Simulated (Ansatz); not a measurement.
SnTe

The calculation's input:

```
crystal:
  lattice:
    - [0.0, 3.1893303454, 3.2212236489]
    - [3.1893303454, 0.0, 3.2212236489]
    - [3.1893303454, 3.1893303454, 0.0]
  atoms:
    - { symbol: Sn, position: [0.0, 0.0, 0.0] }
    - { symbol: Te, position: [0.5, 0.5, 0.5] }
kpoints:
  mp_grid: { grid: [8, 8, 8] }
  band_path:
    path:
      - [0.0, 0.0, 0.0]
      - [0.5, 0.0, 0.5]
      - [0.625, 0.25, 0.625]
      - [0.375, 0.375, 0.75]
      - [0.5, 0.5, 0.5]
      - [0.5, 0.25, 0.75]
      - [0.0, 0.0, 0.5]
    npoints: 1
hamiltonian:
  xc: r2scan
scf:
  occupations: { method: fermi_dirac, width: 0.02 }
  n_extra_bands: 4
output:
  forces: true
  stress: true
  eigenvalues: true
  write_density: true
  write_potential: true
  elf: true
  volumetric_format: npy
```

Launched as:

```sh
ansatz run input.yaml --threads 2 --pin off --max-ram 18432MiB --backend cpu --events-out ev --progress --plain --runs-dir out
```

Below, planes, directions and counts refer to the conventional cell (a = 4.51 Å, b = 4.51 Å, c = 6.44 Å, α = 90.00°, β = 90.00°, γ = 90.00°).

Space group I4/mmm; started from the rocksalt prototype, which need not be the ambient phase; changed on purpose from its base cell (uniaxial z strain +1.0%).

Level of theory: DFT, r2SCAN, plane waves, PAW (Ansatz).

Core electrons are frozen (PAW), and the valence fields are smoothed inside the atomic spheres.

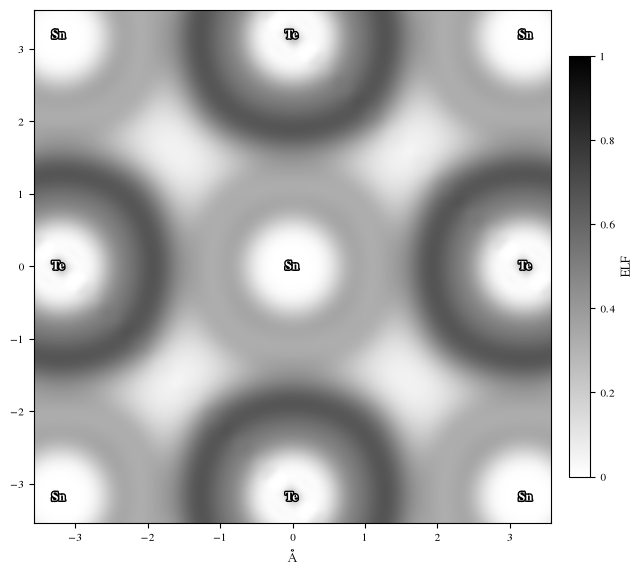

Figure 1. Electron localisation function on the (110) plane of the conventional cell.

> Describe what can be read from this map.

- Atoms in the plane: Sn and Te.
- Sn–Te (3.19 Å): the ELF peaks at about 0.65 in the valence shell of Te, 1.3 Å from its nucleus, and drops to about 0.30 between the two atoms.

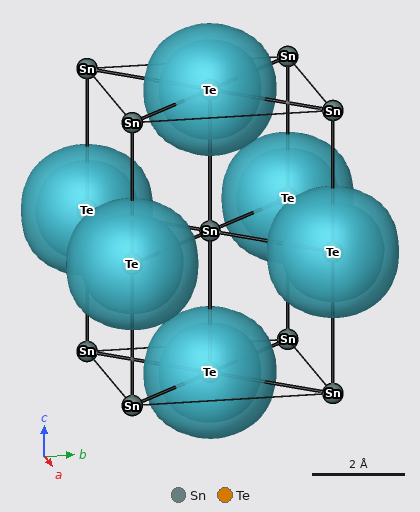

Figure 2. Isosurface of the ELF at 0.6 (cyan), seen slightly off an axis. Only the valence region is drawn (cores and ρ < 0.01 e/Å³ removed). Sticks mark near contacts.

> Where are the electrons localised?

The ELF exceeds this value in two regions wrapped around Te (the valence shell of each), counted in one cell of 4 atoms. Regions shared between cells count once.
